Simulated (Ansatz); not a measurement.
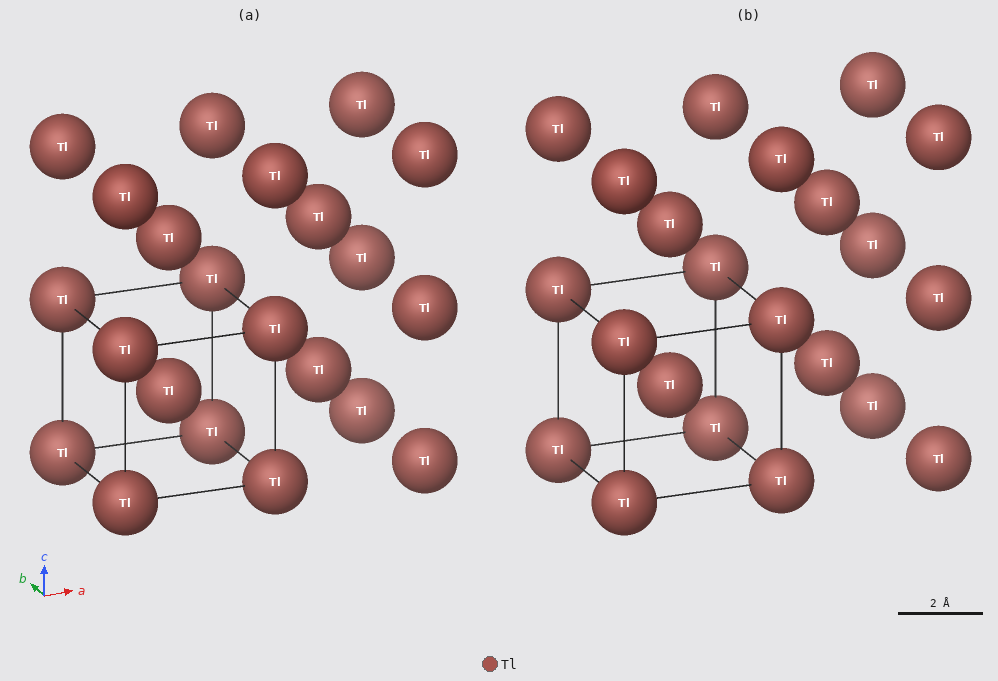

Left: a symmetric starting cell of Tl. Right: the same structure after one change, at the same scale. Style: spheres-only. Shown: the conventional cell (2 times the calculation's cell), repeated 2 × 1 × 2 with one cell outlined, from a free direction. Lengths and directions refer to the drawn axes.

Level of theory: Ansatz 0.2.0, DFT PBE, scalar-relativistic, plane waves, PAW. (plane-wave cutoff 420 eV; k-point mesh 16 × 16 × 16; occupations gaussian; smearing width 0.1 eV; no spin polarisation)

> What distinguishes the right structure from the left one?

All lengths are scaled by +4.9 % (volume +15.6 %), the atoms keeping their fractional coordinates. No relaxation follows. The starting cell wasn't computed here and needn't be at equilibrium, so pressure and forces aren't due to the change alone.

> How do the computed properties respond?

Among the bonded contacts that change: Tl–Tl 3.362 → 3.528 Å. The space group stays Im-3m (No. 229). The pressure is −1.6 GPa (not all of it need come from the change, since the unchanged cell can be under pressure at this level too). All forces vanish by symmetry.
